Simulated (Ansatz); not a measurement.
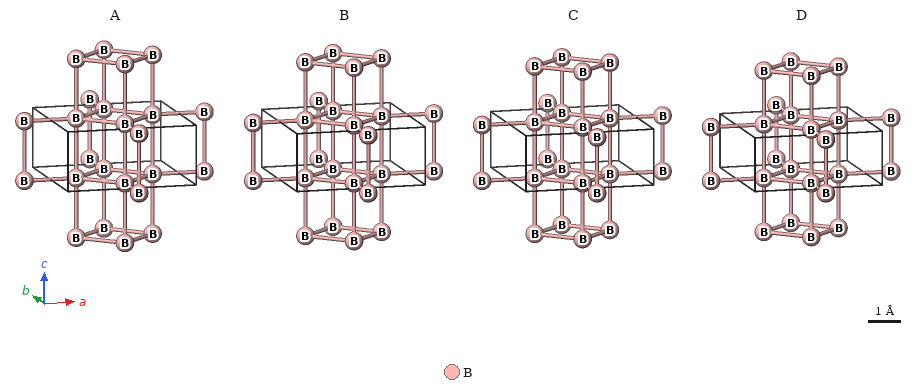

4 geometries from one relaxation of crystalline B (a generated structure, set up in P4/mmm) (coarse preliminary run), in shuffled order. The picture is a ball-and-stick view of the cell of the calculation, seen slightly off an axis.

Level of theory: Ansatz 0.2.0, DFT PBE, scalar-relativistic, plane waves, PAW. Set-up: plane-wave cutoff 420 eV; k-point mesh 4 × 4 × 10; occupations gaussian; smearing width 0.1 eV; no spin polarisation; cell and atoms relaxed; force threshold 0.04 eV/Å; at most 70 steps.

Order the frames from highest to lowest energy.

D, C, B, A. They are steps 0, 1, 2, 8, at +129 meV per atom, +47.3 meV per atom, +11.4 meV per atom relative to the last. The largest moves relative to the cell, 0.021 Å, are those of B atoms. The volume changes by +12.2 %, with a = b 4.177 → 4.202 Å (+0.6 %), c 1.731 → 1.919 Å (+10.9 %). Among the contacts that change: B–B 1.731 → 1.919 Å, B–B 1.731 → 1.770 Å, B–B 1.730 → 1.699 Å. The space group stays P4/mmm (No. 123). Over 5 accepted moves (8 points after the start) the energy falls by 129 meV per atom. Largest force component: 0.5 eV/Å at the start, 0.0025 eV/Å at the end. Pressure: 24.33 GPa at the start and 0.03 GPa at the end. The line search rejected the trial step at point 4 of the run. The SCF was repeated twice at an unchanged geometry on a basis and grid sized afresh for the cell, which shifted the energy by 3.3 meV per atom at most.

Limits of the set-up: the k-point mesh is coarse for a cell with partly filled bands.
